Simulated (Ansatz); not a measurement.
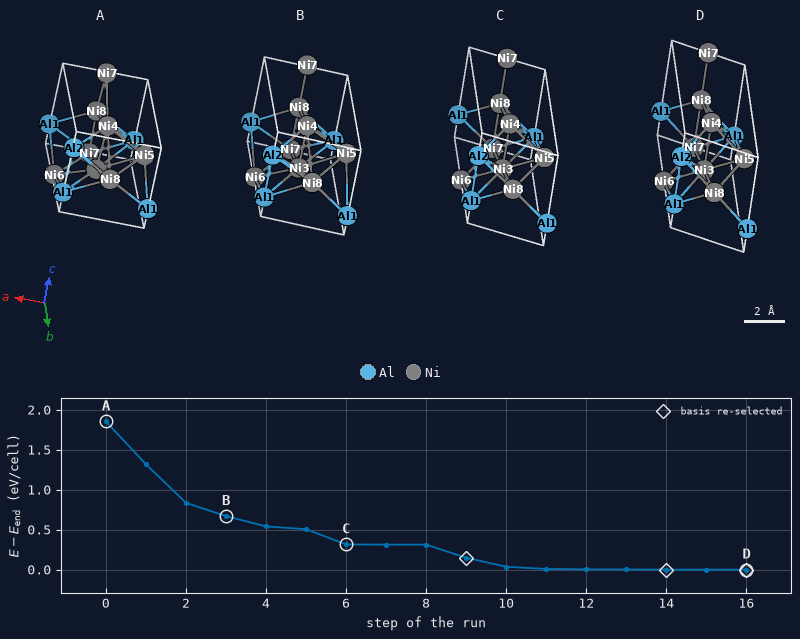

Frames of a relaxation of a crystal of AlNi3 (a generated structure, set up in P1) (coarse preliminary run), marked on the history of the run. The picture is a ball-and-stick view of the cell of the calculation, seen from a free direction.

All numbers below come from DFT PBE, scalar-relativistic, plane waves, PAW (Ansatz).

Input
```yaml
crystal:
  lattice:
    - [3.8815702418, -2.3402938641, -0.8501818912]
    - [-0.0180863962, 4.6584383923, -0.8749895976]
    - [-0.0354492937, -0.0388211016, 5.0400565177]
  atoms:
    - { symbol: Al, position: [0.0055301018, -0.0006204515, 0.2414977058] }
    - { symbol: Al, position: [-0.0350877194, -0.07042728, 0.7457677783] }
    - { symbol: Ni, position: [0.5448037498, 0.5675455843, 0.2540197448] }
    - { symbol: Ni, position: [0.4937633574, 0.4790484031, 0.7305660366] }
    - { symbol: Ni, position: [0.0192352556, 0.5191325192, 0.4939722864] }
    - { symbol: Ni, position: [0.9795803797, 0.4853152919, 1.0273304859] }
    - { symbol: Ni, position: [0.4855934146, 0.0115517679, -0.0059711819] }
    - { symbol: Ni, position: [0.5065814603, 0.0084541652, 0.5128171441] }
basis:
  ecutwfc: 420
kpoints:
  mp_grid: { grid: [6, 6, 4] }
hamiltonian:
  xc: pbe
scf:
  occupations: { method: gaussian, width: 0.2 }
  lower_state_search: "off"
output:
  forces: true
  stress: true
  eigenvalues: true
relax:
  adjacent_minimum: "off"
  f_tol: 0.025
  max_steps: 60
  cell: { stress_tol: 0.25 }
```

Launched with:
```bash
ansatz run input.yaml --threads 4 --pin off --max-ram 8192MiB --backend cpu --events-out ev --progress --plain --runs-dir out
```

What happens along the run?

Answer. After 13 accepted moves (16 points after the start) the energy has fallen by 1.854 eV per cell of the calculation. Largest force component: 2 eV/Å at the start, under 0.0001 eV/Å at the end. Pressure: 8.68 GPa at the start and 0.00 GPa at the end. At 3 points the geometry stayed and the basis and grid were re-selected for the new cell (energy shift of 0.164 eV per cell of the calculation at most each time). Al2 moves most relative to the cell: 0.34 Å along [1 2 0]. Largest moves by element: Al 0.34 Å, Ni 0.32 Å. The volume changes by +0.8 %, with a 4.612 → 4.184 Å (−9.3 %), b 4.740 → 5.809 Å (+22.6 %), c 5.040 → 5.380 Å (+6.7 %), α 101.1° → 117.6°, β 100.7° → 90.0°, γ 117.9° → 123.0°. Some distances before and after: Al1–Ni6 2.766 → 3.724 Å, Ni3–Ni7 2.772 → 3.724 Å, Ni4–Ni7 2.783 → 3.724 Å, Al1–Ni5 2.832 → 3.724 Å. The space group (tolerance 0.01 Å) goes from P1 (No. 1) to Cmmm (No. 65). From step 0 to 3: Al2 moves most (0.39 Å), volume +1.7 %, energy −1.185 eV per cell of the calculation. From step 3 to 6: Al2 moves most (0.11 Å), volume −2.7 %, energy −0.354 eV per cell of the calculation. From step 6 to 16: volume +1.9 %, energy −0.315 eV per cell of the calculation.

```json
{"step": "0", "E − E(0), meV/atom": "0.00", "largest force component, eV/Å": "2.0018", "pressure, GPa": "8.68", "volume, Å³/atom": "11.322", "note": ""}
{"step": "1", "E − E(0), meV/atom": "-66.90", "largest force component, eV/Å": "1.3991", "pressure, GPa": "4.65", "volume, Å³/atom": "11.396", "note": ""}
{"step": "2", "E − E(0), meV/atom": "-127.18", "largest force component, eV/Å": "0.3228", "pressure, GPa": "1.09", "volume, Å³/atom": "11.459", "note": ""}
{"step": "3", "E − E(0), meV/atom": "-148.08", "largest force component, eV/Å": "0.1335", "pressure, GPa": "-0.11", "volume, Å³/atom": "11.509", "note": ""}
{"step": "4", "E − E(0), meV/atom": "-164.12", "largest force component, eV/Å": "0.1571", "pressure, GPa": "-0.66", "volume, Å³/atom": "11.505", "note": ""}
{"step": "5", "E − E(0), meV/atom": "-168.57", "largest force component, eV/Å": "0.3192", "pressure, GPa": "-0.62", "volume, Å³/atom": "11.428", "note": ""}
{"step": "6", "E − E(0), meV/atom": "-192.33", "largest force component, eV/Å": "0.0122", "pressure, GPa": "0.91", "volume, Å³/atom": "11.204", "note": ""}
{"step": "7", "E − E(0), meV/atom": "-192.65", "largest force component, eV/Å": "0.0012", "pressure, GPa": "-0.08", "volume, Å³/atom": "11.269", "note": ""}
{"step": "8", "E − E(0), meV/atom": "-192.68", "largest force component, eV/Å": "0.0003", "pressure, GPa": "0.00", "volume, Å³/atom": "11.265", "note": ""}
{"step": "9", "E − E(0), meV/atom": "-213.18", "largest force component, eV/Å": "0.0003", "pressure, GPa": "2.76", "volume, Å³/atom": "11.265", "note": "same geometry, new basis"}
{"step": "10", "E − E(0), meV/atom": "-227.28", "largest force component, eV/Å": "0.0055", "pressure, GPa": "0.85", "volume, Å³/atom": "11.365", "note": ""}
{"step": "11", "E − E(0), meV/atom": "-230.68", "largest force component, eV/Å": "0.0272", "pressure, GPa": "0.92", "volume, Å³/atom": "11.352", "note": ""}
{"step": "12", "E − E(0), meV/atom": "-231.36", "largest force component, eV/Å": "0.0060", "pressure, GPa": "-0.28", "volume, Å³/atom": "11.428", "note": ""}
{"step": "13", "E − E(0), meV/atom": "-231.41", "largest force component, eV/Å": "0.0002", "pressure, GPa": "0.02", "volume, Å³/atom": "11.408", "note": ""}
{"step": "14", "E − E(0), meV/atom": "-231.72", "largest force component, eV/Å": "0.0002", "pressure, GPa": "0.12", "volume, Å³/atom": "11.408", "note": "same geometry, new basis"}
{"step": "15", "E − E(0), meV/atom": "-231.74", "largest force component, eV/Å": "0.0001", "pressure, GPa": "0.00", "volume, Å³/atom": "11.415", "note": ""}
{"step": "16", "E − E(0), meV/atom": "-231.74", "largest force component, eV/Å": "0.0001", "pressure, GPa": "0.00", "volume, Å³/atom": "11.415", "note": "same geometry, new basis"}
```

Limits of the set-up: an element that often carries a moment was run without spin polarisation.
